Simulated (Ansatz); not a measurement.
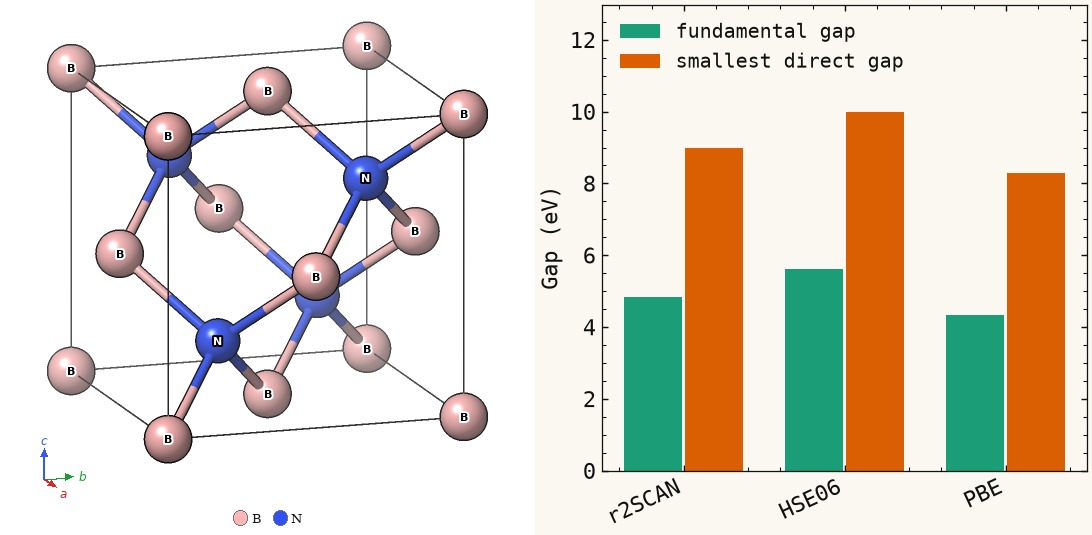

Gaps of BN, space group F-43m, 2 atoms in the cell, zincblende type, hydrostatic strain +4.0%, at several levels of theory on one cell (Ansatz, plane waves and PAW; edges over the mesh and the special points).

How does the gap depend on the level, and does its kind change?

In rising order: PBE 4.34 eV, r2SCAN 4.84 eV and HSE06 5.62 eV. It is indirect at every level.
